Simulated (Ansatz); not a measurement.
The calculation's input:

```
crystal:
  lattice:
    - [2.3877802882, -1.744863423, 0.0]
    - [2.3877802882, 1.744863423, 0.0]
    - [-0.8666988638, 0.0, 5.157068489]
  atoms:
    - { symbol: Cu, position: [0.5, 0.0, 0.5] }
    - { symbol: Cu, position: [0.0, 0.5, 0.0] }
    - { symbol: O, position: [0.4184, 0.5816, 0.75] }
    - { symbol: O, position: [0.5816, 0.4184, 0.25] }
hamiltonian:
  xc: rpbe
  pseudopotentials: { kind: paw }
  dispersion: d4
kpoints:
  mp_grid: { grid: [10, 10, 5] }
scf:
  occupations: { method: fermi_dirac, width: 0.05 }
output:
  forces: true
  stress: true
  eigenvalues: true
  write_density: true
  write_potential: true
  elf: true
  volumetric_format: npy
```

Command:

```sh
ansatz run input.yaml --threads 2 --pin off --max-ram 5120MiB --backend cpu --events-out ev --progress --plain --runs-dir out
```

Below, planes, directions and counts refer to the conventional cell (a = 4.78 Å, b = 3.49 Å, c = 5.23 Å, α = 90.00°, β = 99.54°, γ = 90.00°).

Space group C2/c; not relaxed (largest force 0.3 eV/Å); computed pressure about −7 GPa in this cell.

All numbers below come from Kohn-Sham DFT of a periodic cell, RPBE with D4, Ansatz PAW in Ansatz 0.2.0.

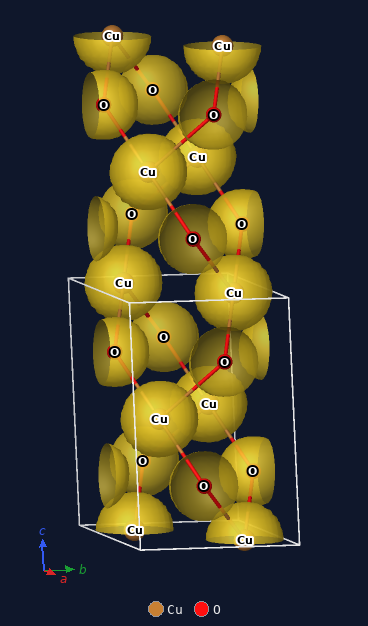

CuO. Isosurface of the valence electron density at 1 e/Å³ (yellow), seen slightly off an axis. Sticks mark near contacts.

The density is the valence pseudo-density of a PAW calculation; it isn't the true density close to the nuclei.

Q: What does this surface tell about the bonding?

A: At this value the density breaks into separate islands; it holds about 80 % of the electrons treated as valence (semicore included). It bridges none of the near contacts. It is pinched off along the shortest Cu–O (1.99 Å) contacts. On the grid the lowest density along these lines, outside the cores, is 0.59 e/Å³ (Cu–O, 1.99 Å).
